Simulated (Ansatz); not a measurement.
# WSe2 (P6_3/mmc): one cell, many starting occupations, part 2 of 3

Task: map the metastable states of WSe2 (P6_3/mmc) by varying the start. Cell and atoms stay fixed.

Ansatz 0.2.0; DFT PBEsol+U (U_eff = 4 eV on W d), plane waves, PAW, no spin–orbit coupling unless a run says so. The steps go on from the part before.

## (3) Natural orbitals of the symmetric run, filled by rank

Input file input.yaml:

```yaml
crystal:
  lattice:
    - [3.28999882, 0.0, 0.0]
    - [-1.64499941, 2.84922255, 0.0]
    - [0.0, 0.0, 12.97000144]
  atoms:
    - { symbol: W, position: [0.3333333333, 0.6666666667, 0.25], spin: 2.0 }
    - { symbol: W, position: [0.6666666667, 0.3333333333, 0.75], spin: -2.0 }
    - { symbol: Se, position: [0.3333333333, 0.6666666667, 0.621] }
    - { symbol: Se, position: [0.6666666667, 0.3333333333, 0.121] }
    - { symbol: Se, position: [0.3333333333, 0.6666666667, 0.879] }
    - { symbol: Se, position: [0.6666666667, 0.3333333333, 0.379] }
basis:
  ecutwfc: 420
  ecutrho_ratio: 4
kpoints:
  mp_grid: { grid: [7, 7, 2] }
hamiltonian:
  xc: pbesol
  hubbard:
    sites:
      - { site: 0, l: d, u_eff: 4.0, starting_ns: [{ spin: up, occupation_matrix: s0up }, { spin: down, occupation_matrix: s0down }] }
      - { site: 1, l: d, u_eff: 4.0, starting_ns: [{ spin: up, occupation_matrix: s1up }, { spin: down, occupation_matrix: s1down }] }
    occupation_matrices:
      s0up:
        matrix:
          - [0.97, 0.0, 0.0, 0.0, 0.0]
          - [0.0, 0.02, 0.0, 0.0, 0.0]
          - [0.0, 0.0, 0.02, 0.0, 0.0]
          - [0.0, 0.0, 0.0, 0.02, 0.0]
          - [0.0, 0.0, 0.0, 0.0, 0.97]
      s0down:
        matrix:
          - [0.02, 0.0, 0.0, 0.0, 0.0]
          - [0.0, 0.02, 0.0, 0.0, 0.0]
          - [0.0, 0.0, 0.02, 0.0, 0.0]
          - [0.0, 0.0, 0.0, 0.02, 0.0]
          - [0.0, 0.0, 0.0, 0.0, 0.02]
      s1up:
        matrix:
          - [0.02, 0.0, 0.0, 0.0, 0.0]
          - [0.0, 0.02, 0.0, 0.0, 0.0]
          - [0.0, 0.0, 0.02, 0.0, 0.0]
          - [0.0, 0.0, 0.0, 0.02, 0.0]
          - [0.0, 0.0, 0.0, 0.0, 0.02]
      s1down:
        matrix:
          - [0.97, 0.0, 0.0, 0.0, 0.0]
          - [0.0, 0.02, 0.0, 0.0, 0.0]
          - [0.0, 0.0, 0.02, 0.0, 0.0]
          - [0.0, 0.0, 0.0, 0.02, 0.0]
          - [0.0, 0.0, 0.0, 0.0, 0.97]
    ns_hold: { iters: 10 }
scf:
  occupations: { method: gaussian, width: 0.05 }
  lower_state_search: "off"
  max_iter: 150
output:
  forces: true
  stress: true
  eigenvalues: true
  populations: true
  hubbard: { sites: [{ site: 0, l: d }, { site: 1, l: d }] }
  write_density: true
  write_potential: true
  elf: true
  volumetric_format: npy
magnetization:
  spin_polarized: true
```

The typed matrices put 0.97 on the chosen orbitals and 0.02 on the others, and are held for 10 cycles.

The run is started by

```console
> ansatz run input.yaml --threads 4 --pin off --max-ram 6144MiB --backend cpu --events-out ev --progress --plain --runs-dir out
```

What it wrote:

```text
Warning: crystal.symmetry: narrowed to the stabiliser of the occupation matrices — unitary ops 12 → 4, anti-unitary 12 → 4; lowered by the specified shells (site 0, l: d), (site 1, l: d); largest admitted image defect 4.4e-16, smallest excluded 7.1e-1 — at a splitting's scale: the group the occupation matrices' own texture admits
Warning: RAYON_NUM_THREADS=4 ignored (pool sized by the plan → 4); use --threads N
W: projections on atomic orbitals take those of the free atom [Kr 4d10 4f14] 5s2 5p6 5d4 6s2, of charge +0.00 (hamiltonian.pseudopotentials.projection_atoms); the dataset's partial waves leave at most 6.5e-5 of an orbital's norm unspanned inside its sphere
Se: projections on atomic orbitals take those of the free atom [Ar] 3d10 4s2 4p4, of charge +0.00 (hamiltonian.pseudopotentials.projection_atoms); the dataset's partial waves leave at most 2.3e-6 of an orbital's norm unspanned inside its sphere
Engine: ansatz 0.2.0, x86_64-unknown-linux-gnu
Pseudopotentials: kind: paw
Pseudopotential: W, paw, valence charge 14, recommended cutoff 420 eV (normal), W.paw.azcp
Pseudopotential: Se, paw, valence charge 16, recommended cutoff 420 eV (normal), Se.paw.azcp
Functional definition: PBEsol
  exchange = pbesol_x
  correlation = pbesol_c
Crystal: 6 atoms, lattice volume = 121.580 Å³
Basis set: ecut = 420 eV, 2419 PW (Γ), exchange–correlation on 48×48×180 points (8 copies of the dense FFT grid, shifted against one another)
Bands: 58, of which v1, the nominal top of the filled ones, is band 46 counted from 1 (45 counted from 0)
Symmetry: 4 space group operations
k-points: 32 of 98 (time reversal used)
Non-local potential: W, projectors of the file, l = 0: 3, l = 1: 2, l = 2: 2, l = 3: 1
Non-local potential: Se, projectors of the file, l = 0: 2, l = 1: 2, l = 2: 3, l = 3: 1
PAW form: soft (Blöchl's): semilocal exchange-correlation on the pseudo side does not see the compensation charge
PAW frozen core: W, regenerated for the run's functional, and the local potential with it (the file was generated under x = pbe(κ = 0.804, μ = 0.2195149727645171), c = pbe(β = 0.06672455060314922))
PAW frozen core: Se, regenerated for the run's functional, and the local potential with it (the file was generated under x = pbe(κ = 0.804, μ = 0.2195149727645171), c = pbe(β = 0.06672455060314922))
PAW one-centre angular grid: W, 590 points (default); XC on 64 Gauss nodes
PAW one-centre angular grid: Se, 590 points (default); XC on 64 Gauss nodes
Initial density: superposition of atomic densities (chi_scale 0.1, normalization cell)
Starting moments: Σ|m| = 4 μB on 2 of 6 sites
Initial wavefunctions: pseudopotential atomic-orbital guess
Functional: x = pbesol(κ = 0.804, μ = 0.12345679012345678), c = pbesol(β = 0.046)
SCF iter   1: F=—  HF=-42197.723135 eV  |F-HF|=—  |Δ(HF+E_count)|=         —  Δρ=4.26e-2 (↑4.26e-2 ↓4.26e-2)  dr2=3.28e0  dr2_m=1.34e0  M=0.000 μB ∫|m|=2.769 μB  β_m=0.30  ethr=3.10e-3  ⟨swp⟩=6.0  Hψ=13247  notcnv=0  defer=50
preconditioner: auto → Kerker (q_TF=auto, 2.604 Å⁻¹)  [metal: Δε(μ)=0.004 eV  Ē_g=10.211 eV  σ=0.050 eV  W_gap=0.05  n_scr=40 (ndim 8)  ℏωp=20.2 eV  f_vac=0.022  D(μ)=7.70/eV (n_scr^D=78)]
spin=Collinear: Kerker preconditioning applied to the charge; magnetization (m = ρ↑ − ρ↓) channel mixes plain (no charge-response kernel on spin).
SCF iter   2: F=—  HF=-42197.458927 eV  |F-HF|=—  |Δ(HF+E_count)|=   2.64e-1  Δρ=2.95e-2 (↑2.95e-2 ↓2.95e-2)  dr2=1.34e0  dr2_m=6.47e-1  M=-0.000 μB ∫|m|=2.859 μB  β_m=0.30  ethr=3.10e-3  ⟨swp⟩=2.0  Hψ=4812  notcnv=0  defer=194
preconditioner: auto → Resta (q_TF=auto, 2.604 Å⁻¹)  ε∞=5.0  [insulator: Δε(μ)=0.058 eV  Ē_g=10.072 eV  σ=0.050 eV  W_gap=0.58  n_scr=40 (ndim 8)  ℏωp=20.2 eV  f_vac=0.022  D(μ)=5.52/eV (n_scr^D=52)  ε∞_Penn≈5.0]
spin=Collinear: Resta preconditioning applied to the charge; magnetization (m = ρ↑ − ρ↓) channel mixes plain (no charge-response kernel on spin).
SCF iter   3: F=—  HF=-42197.249161 eV  |F-HF|=—  |Δ(HF+E_count)|=   2.10e-1  Δρ=1.75e-2 (↑1.75e-2 ↓1.75e-2)  dr2=2.08e-1  dr2_m=3.07e-1  M=0.001 μB ∫|m|=2.915 μB  β_m=0.30  ethr=1.45e-3  ⟨swp⟩=2.3  Hψ=5014  notcnv=0  defer=220
SCF iter   4: F=—  HF=-42197.273533 eV  |F-HF|=—  |Δ(HF+E_count)|=   2.44e-2  Δρ=1.19e-2 (↑1.18e-2 ↓1.19e-2)  dr2=1.46e-2  dr2_m=1.55e-1  M=-0.010 μB ∫|m|=2.944 μB  β_m=1.00  ethr=2.26e-4  ⟨swp⟩=2.3  Hψ=5902  notcnv=0  defer=228
SCF iter   5: F=—  HF=-42197.347820 eV  |F-HF|=—  |Δ(HF+E_count)|=   7.43e-2  Δρ=1.74e-3 (↑1.47e-3 ↓1.74e-3)  dr2=2.04e-2  dr2_m=1.35e-3  M=0.022 μB ∫|m|=2.996 μB  β_m=1.00  ethr=1.59e-5  ⟨swp⟩=2.0  Hψ=7007  notcnv=0  defer=228
SCF iter   6: F=—  HF=-42197.351268 eV  |F-HF|=—  |Δ(HF+E_count)|=   3.45e-3  Δρ=1.13e-3 (↑1.13e-3 ↓1.00e-3)  dr2=7.40e-3  dr2_m=1.80e-4  M=-0.002 μB ∫|m|=3.022 μB  β_m=1.00  ethr=1.59e-5  ⟨swp⟩=1.2  Hψ=3533  notcnv=0  defer=228
SCF iter   7: F=—  HF=-42197.353465 eV  |F-HF|=—  |Δ(HF+E_count)|=   2.20e-3  Δρ=5.75e-4 (↑4.32e-4 ↓5.75e-4)  dr2=9.76e-3  dr2_m=2.38e-5  M=-0.019 μB ∫|m|=3.020 μB  β_m=0.30  ethr=8.04e-6  ⟨swp⟩=3.0  Hψ=6964  notcnv=0  defer=228
SCF iter   8: F=—  HF=-42197.353227 eV  |F-HF|=—  |Δ(HF+E_count)|=   2.39e-4  Δρ=2.21e-4 (↑2.21e-4 ↓2.14e-4)  dr2=1.89e-4  dr2_m=4.32e-6  M=-0.004 μB ∫|m|=3.023 μB  β_m=0.30  ethr=8.04e-6  ⟨swp⟩=1.7  Hψ=3665  notcnv=0  defer=228
Mixer restart at iter 8: flushing history
spin-set hold released at iteration 8 (site moments contracting): the magnetisation degrees of freedom join the quasi-Newton model from the next iteration; the mixer history was flushed
SCF iter   9: F=—  HF=-42197.353563 eV  |F-HF|=—  |Δ(HF+E_count)|=   3.36e-4  Δρ=1.77e-4 (↑1.70e-4 ↓1.77e-4)  dr2=1.71e-4  dr2_m=4.59e-6  M=-0.001 μB ∫|m|=3.023 μB  β_m=0.65  ethr=2.06e-7  ⟨swp⟩=2.2  Hψ=4808  notcnv=0  defer=228
[... 19 lines left out ...]
SCF iter  28: F=—  HF=-42203.582654 eV  |F-HF|=—  |Δ(HF+E_count)|=   1.26e-6  Δρ=6.69e-6 (↑4.31e-6 ↓6.69e-6)  dr2=1.08e-7  dr2_m=2.25e-8  M=0.000 μB ∫|m|=0.001 μB  β_m=0.91  ethr=4.90e-10  ⟨swp⟩=2.1  Hψ=6344  notcnv=0  defer=286
iter 29 did not close the SCF: its close was put off for a magnetic moment that had not settled (scf_convergence_deferred on its scf_iter line)
SCF iter  29: F=-42203.582654 eV  HF=-42203.582654 eV  |F-HF|=4.26e-8  |Δ(HF+E_count)|=   4.59e-8  Δρ=3.41e-6 (↑3.41e-6 ↓2.51e-6)  dr2=5.53e-8  dr2_m=4.58e-9  M=0.000 μB ∫|m|=0.000 μB  β_m=0.91  ethr=1.09e-10  ⟨swp⟩=15.9  Hψ=27973  notcnv=0
iter 30 did not close the SCF: its close was put off for a magnetic moment that had not settled (scf_convergence_deferred on its scf_iter line)
SCF iter  30: F=-42203.582654 eV  HF=-42203.582654 eV  |F-HF|=1.70e-9  |Δ(HF+E_count)|=   1.51e-8  Δρ=1.45e-6 (↑1.24e-6 ↓1.45e-6)  dr2=5.71e-9  dr2_m=1.35e-9  M=0.000 μB ∫|m|=0.000 μB  β_m=0.95  ethr=6.01e-11  ⟨swp⟩=6.0  Hψ=21376  notcnv=0
iter 31 did not close the SCF: its close was put off for a magnetic moment that had not settled (scf_convergence_deferred on its scf_iter line)
SCF iter  31: F=-42203.582654 eV  HF=-42203.582654 eV  |F-HF|=5.82e-10  |Δ(HF+E_count)|=   6.33e-9  Δρ=7.16e-7 (↑7.16e-7 ↓7.13e-7)  dr2=1.38e-9  dr2_m=4.36e-10  M=0.000 μB ∫|m|=0.000 μB  β_m=0.97  ethr=6.21e-12  ⟨swp⟩=5.7  Hψ=19997  notcnv=0
iter 32 did not close the SCF: its close was put off for a magnetic moment that had not settled (scf_convergence_deferred on its scf_iter line)
SCF iter  32: F=-42203.582654 eV  HF=-42203.582654 eV  |F-HF|=2.62e-10  |Δ(HF+E_count)|=   3.60e-9  Δρ=3.71e-7 (↑3.50e-7 ↓3.71e-7)  dr2=2.56e-10  dr2_m=1.24e-10  M=0.000 μB ∫|m|=0.000 μB  β_m=0.99  ethr=1.50e-12  ⟨swp⟩=5.1  Hψ=18800  notcnv=0
SCF iter  33: F=-42203.582654 eV  HF=-42203.582654 eV  |F-HF|=1.16e-10  |Δ(HF+E_count)|=   1.36e-9  Δρ=1.70e-7 (↑1.70e-7 ↓1.32e-7)  dr2=1.98e-10  dr2_m=1.41e-11  M=0.000 μB ∫|m|=0.000 μB  ethr=1.00e-12  ⟨swp⟩=5.0  Hψ=18269  notcnv=0
WARN: the starting moments were not kept: the SCF closed with an absolute magnetisation of 2.2e-5 μB, where they sum to 4 μB in size (2 sites). That is at most 0.1 of that sum. Measured as dr2_m measures the in/out step, that magnetisation stands 5.7e-11 eV from none, at or under the dr2_threshold of 1.0e-7 eV: it is no larger than a step whose dr2_m would equal this threshold. The system may hold no moment; this SCF shows only that its start led to no more than that. To try another start: raise the starting moments (crystal.atoms[].spin, magnetization.per_species, magnetization.initial_magnetization, or on a non-collinear deck that types none of these the spinor_matrix: blocks that start its atoms; where the total moment is fixed, keep their sum and leave initial_magnetization as it is; typed ones take the place of any that the run laid by itself, positive ones on a crystal's lanthanoids without a Hubbard term where scf.initial_density.shell_occupations: [] is typed) or, if the notice of its spin-set hold's release reads "site moments contracting" or "site moments show no strong build", lengthen the hold (scf.mixing.spin_hold: { on: { confirm: 4 } }; for m-r²SCAN on two components see the key's manual first). Each may lead to a state that holds a moment. A second SCF, from the converged charge density, with the starting moments and any scf.initial_density.shell_occupations laid on it anew, would have followed, and was not run: the deck does not ask for one (magnetization.retry_lost_moments is false, the default). To let it run, set magnetization.retry_lost_moments: true and run the deck again, where that key's refused combinations let it; where memory then withholds it, that run's warning says so.
WARN: hamiltonian.hubbard: on 4 of 4 specified blocks the occupation matrix of this SCF's result fails the test of the specified filling. At site 0 ↑ (sites count from 0 in the list of atoms of the cell that this SCF solves) the least filled combination of the orbitals specified full has occupation 0.512, and the fullest combination of the orbitals specified empty has occupation 0.512; the filling counts as kept where the first is at least 0.75 and exceeds the second by more than 0.25. The same holds at site 0 ↓, site 1 ↑, site 1 ↓. The state of this SCF's result may not hold the specified filling, though these bounds can also misjudge a state that does. This warning does not say which state is lower in energy, or whether the specified filling is a self-consistent state at all; see hamiltonian.hubbard.sites[].starting_ns, Limitations, and scf.initial_density.shell_occupations in the input reference
SCF 1 converged in 33 iterations: F = -42203.582654 eV  dr2 = 1.98e-10
SCF converged after 33 iterations
Magnetization: 0.0000 μB (46.0000 up, 46.0000 down)
Absolute magnetization: 0.0000 μB (∫|ρ↑−ρ↓|, with the PAW one-centre terms)
Spin contamination: 0.0000 ħ² per cell (⟨S²⟩ above its minimum at these occupations)
Per-site moments (μB) at R_I (Å): [(1.043894104962646e-6, 1.044154378406521), (-9.914700394968935e-7, 1.044154378406521), (6.307552160720656e-7, 1.044154378406521), (-6.364215455945215e-7, 1.0441543784065213), (6.307552159090022e-7, 1.0441543784065217), (-6.364215454716224e-7, 1.044154378406521)]
Free energy (F): -42203.582654 eV
Harris-Foulkes:  -42203.582654 eV  (|F-HF|=1.16e-10)
Internal energy: -42203.582654 eV  (E = F + TS)
E sigma→0 (E₀):  -42203.582654 eV
Fermi energy:    13.224806 eV
--- Per-component energies (eV) ---
  E_band       = -1696.841868
  E_kinetic    = 1378.691527
  E_local      = -11443.228387  (includes V_loc(G=0)·N_el)
  E_nonlocal   = -2361.993651
  E_hartree    = 5493.763314
  E_xc         = -945.748693
  E_vxc        = -872.302722  (∫ρ·V_xc dr)
  E_hubbard    = 9.919465  (on-site DFT+U / exact-exchange correction)
  E_vhub       = -0.335882  (the Hubbard potential's part of the band-sum identity)
  E_paw        = -24344.614082  (= ΣΔE_a)
  E_vpaw       = 614.803289  (= ΣTr[D̂ρ^β])
  E_aug_tail   = -0.002495  (compensation charges beyond the density's cutoff)
  E_ewald      = -9994.847037
  E_core_change = 4.477386  (= ΣΔE_core)
  E_smearing   = -0.000000  (= −TS)
  E_closure    = -0.000000  (closes the sum)
  Σ components = -42203.582654   (vs F -42203.582654, Δ=0.00e0)
--- Specified on-site occupations, and those of the state reported ---
  electrons in the specified blocks: 4.2000 specified, 10.0874 found
  site 1 (l=d) ↑: largest change of an orbital's occupation 0.5597; electrons 0.1000 specified, 2.5219 found; spectral distance 1.0877
  site 0 (l=d) ↓: largest change of an orbital's occupation 0.5597; electrons 0.1000 specified, 2.5219 found; spectral distance 1.0877
  site 1 (l=d) ↓: largest change of an orbital's occupation 0.4924; electrons 2.0000 specified, 2.5219 found; spectral distance 0.9945
  site 0 (l=d) ↑: largest change of an orbital's occupation 0.4924; electrons 2.0000 specified, 2.5219 found; spectral distance 0.9945
--- Forces (eV/Å), atoms counted from 1 ---
  atom   1  W      0.00000000     0.00000017     0.00000000
  atom   2  W      0.00000000    -0.00000036     0.00000000
  atom   3  Se     0.00000000     0.00000014     0.13333253
  atom   4  Se     0.00000000    -0.00000014     0.13333070
  atom   5  Se     0.00000000     0.00000014    -0.13333253
  atom   6  Se     0.00000000    -0.00000014    -0.13333070
  max |Σ_I F_I| component: 1.90e-7 eV/Å
--- Stress (GPa, compression-positive) ---
       -1.403332       0.000000       0.000000
        0.000000      -1.403334       0.000000
        0.000000       0.000000      -0.618198
  P = ⅓ Tr σ = -1.1416 GPa (-11.416 kbar)
--- Band table (eV; the first three rows and the last of 64) ---
  k-point 0 ↑: bands = ["-61.4232", "-61.4231", "-35.0450", "-35.0450", "-35.0449", "-35.0449", "-35.0443", "-35.0443", "-35.0443", "-35.0443", "-35.0155", "-35.0155", "-35.0152", "-35.0152", "-35.0143", "-35.0143", "-35.0140", "-35.0140", "-35.0033", "-35.0030", "-35.0010", "-35.0007", "-25.6843", "-25.6843", "-25.5820", "-25.5820", "-25.5820", "-25.5820", "-2.4735", "-2.2202", "-1.2890", "-0.8643", "5.5869", "6.6631", "9.1700", "10.0895", "10.0895", "10.1060", "10.1060", "11.3558", "11.3558", "11.4134", "11.4134", "11.4658", "11.7711", "12.6189", "15.5180", "15.5180", "15.5349", "15.5349", "15.5652", "15.5652", "15.7464", "15.7464", "17.2124", "17.9108", "20.4092", "20.8596"]
  k-point 1 ↑: bands = ["-61.4232", "-61.4232", "-35.0450", "-35.0450", "-35.0450", "-35.0450", "-35.0443", "-35.0443", "-35.0443", "-35.0443", "-35.0154", "-35.0154", "-35.0154", "-35.0154", "-35.0141", "-35.0141", "-35.0141", "-35.0141", "-35.0031", "-35.0031", "-35.0008", "-35.0008", "-25.6843", "-25.6842", "-25.5820", "-25.5820", "-25.5820", "-25.5820", "-2.3654", "-2.3654", "-1.0609", "-1.0609", "6.0403", "6.0404", "10.0976", "10.0976", "10.0976", "10.0976", "10.1563", "10.1563", "11.3845", "11.3845", "11.3845", "11.3845", "12.4314", "12.4315", "15.5127", "15.5127", "15.5127", "15.5127", "15.6690", "15.6690", "15.6690", "15.6690", "17.5930", "17.5930", "20.6045", "20.6045"]
  k-point 2 ↑: bands = ["-61.4210", "-61.4210", "-35.0448", "-35.0448", "-35.0445", "-35.0445", "-35.0441", "-35.0441", "-35.0435", "-35.0435", "-35.0157", "-35.0156", "-35.0154", "-35.0153", "-35.0148", "-35.0145", "-35.0144", "-35.0141", "-35.0028", "-35.0026", "-35.0006", "-35.0003", "-25.6749", "-25.6749", "-25.6272", "-25.6271", "-25.5924", "-25.5924", "-2.1693", "-1.9191", "-1.1144", "-0.7212", "5.9809", "7.0521", "8.9160", "9.2412", "9.2925", "10.2796", "10.3739", "10.4107", "10.8766", "10.9509", "11.1213", "11.5046", "11.8877", "12.1370", "14.6066", "15.1004", "15.1359", "15.1474", "15.3733", "15.4147", "15.9316", "16.0950", "18.5531", "19.1719", "21.0977", "21.5907"]
  k-point 31 ↓: bands = ["-61.4136", "-61.4136", "-35.0446", "-35.0446", "-35.0439", "-35.0439", "-35.0414", "-35.0414", "-35.0411", "-35.0411", "-35.0166", "-35.0166", "-35.0163", "-35.0163", "-35.0155", "-35.0155", "-35.0147", "-35.0147", "-35.0013", "-35.0013", "-34.9989", "-34.9989", "-25.7696", "-25.7696", "-25.6494", "-25.6494", "-25.6409", "-25.6409", "-0.6975", "-0.6975", "-0.2049", "-0.2049", "6.8856", "6.8856", "7.7188", "7.7188", "8.2507", "8.2507", "9.3179", "9.3179", "10.0630", "10.0630", "10.7334", "10.7334", "11.7087", "11.7087", "14.3146", "14.3146", "15.0263", "15.0263", "15.8110", "15.8110", "16.9752", "16.9752", "18.7384", "18.7385", "20.5468", "20.5468"]
Occupation matrices written to <dir>
--- Löwdin populations: 6 sites ---
  site symbol       q [e]    m [muB]
     0      W     13.6300     0.0000
     1      W     13.6300    -0.0000
     2     Se     16.0832     0.0000
     3     Se     16.0832    -0.0000
     4     Se     16.0832     0.0000
     5     Se     16.0832    -0.0000
  spilling = 0.004424 (of n_electrons = 92.000000)
--- Occupation matrices: 2 shells (run DFT+U table (all-electron-ortho-atomic); ε = 7.15e-4) ---
  W0 d_5D: site group D3h (-6m2)
  W0 d_5D up     Tr n = 2.5219  λ = 0.459 0.459 0.512 0.512 0.580  [2× xz 0.50 E''(1.00) | 2× x2-y2 0.50 E'(1.00) | z2 1.00 A1'(1.00)]
  W0 d_5D dn     Tr n = 2.5219  λ = 0.459 0.459 0.512 0.512 0.580  [2× xz 0.50 E''(1.00) | 2× x2-y2 0.50 E'(1.00) | z2 1.00 A1'(1.00)]
  specified occupation → W0 d_5D up: matrix, ‖Δ‖_F = 0.9945, Tr Δ = -0.5219, displaced = 1.1089, d_λ = 0.9945; orbital distance = 0.7071
  specified occupation → W0 d_5D dn: matrix, ‖Δ‖_F = 1.0877, Tr Δ = -2.4219, displaced = 1.2109, d_λ = 1.0877; orbital distance = 0.0000
  W1 d_5D: site group D3h (-6m2)
  W1 d_5D up     Tr n = 2.5219  λ = 0.459 0.459 0.512 0.512 0.580  [2× xz 0.50 E''(1.00) | 2× x2-y2 0.50 E'(1.00) | z2 1.00 A1'(1.00)]
  W1 d_5D dn     Tr n = 2.5219  λ = 0.459 0.459 0.512 0.512 0.580  [2× xz 0.50 E''(1.00) | 2× x2-y2 0.50 E'(1.00) | z2 1.00 A1'(1.00)]
  specified occupation → W1 d_5D up: matrix, ‖Δ‖_F = 1.0877, Tr Δ = -2.4219, displaced = 1.2109, d_λ = 1.0877; orbital distance = 0.0000
  specified occupation → W1 d_5D dn: matrix, ‖Δ‖_F = 0.9945, Tr Δ = -0.5219, displaced = 1.1089, d_λ = 0.9945; orbital distance = 0.7071
  Tr n, λ and their labels are of the run-group-symmetrised matrices; stabiliser: 48 of 48 elements of G0×{1,Θ} (closed), max defect 1.5e-5 at τ = 1.5e-4
```

Run time: 39 s. Hardware: 4 threads of AMD EPYC 7B13 (Zen 3), shared host; peak memory 0.81 GiB.

It ends with a gap on the mesh of 1.22 eV, pressure -1.1 GPa, no moment over 0.05 μB in any sphere, largest force component 0.13 eV/Å, 4 symmetry operations imposed. The program reports that the typed filling wasn't kept.

The shells' filling, with natural orbitals sorted by occupation:

```
        shell  channel  electrons  over 0.8  0.2 to 0.8  under 0.2
W 5d (atom 1)       up       2.52         0           5          0
W 5d (atom 1)     down       2.52         0           5          0
```

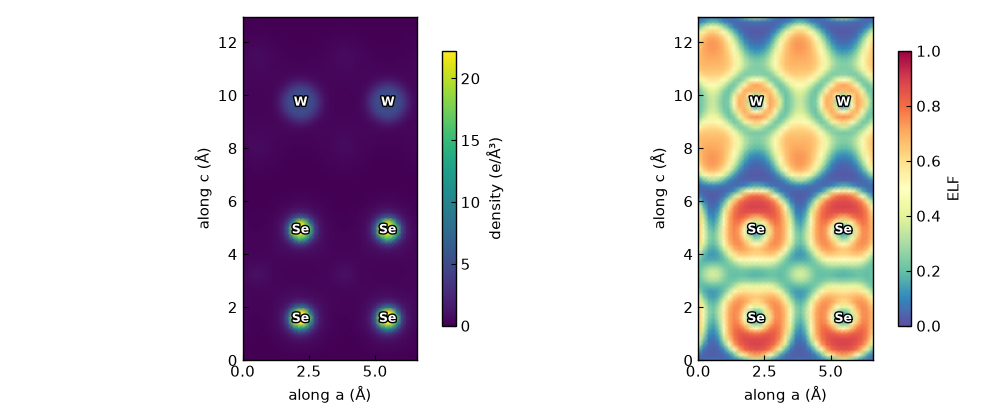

Density (left) and ELF (right) in a lattice plane of the grid's cell (edges 3.29 and 12.97 Å, at 0.333 of the third edge), which holds W and Se. Only atoms in the plane are labelled; the density scale stops at 22.22 e/Å³. Both are smooth fields of the valence electrons: close to the nuclei they are not physical.

Maxima of ELF outside the ion cores: 0.89 beside Se, off the lines to its neighbours, 0.9 Å from Se; 0.79 on the Se–W line, 0.8 Å from Se; 0.48 between the atoms, 1.9 Å from W.

[end of part 2 of 3]
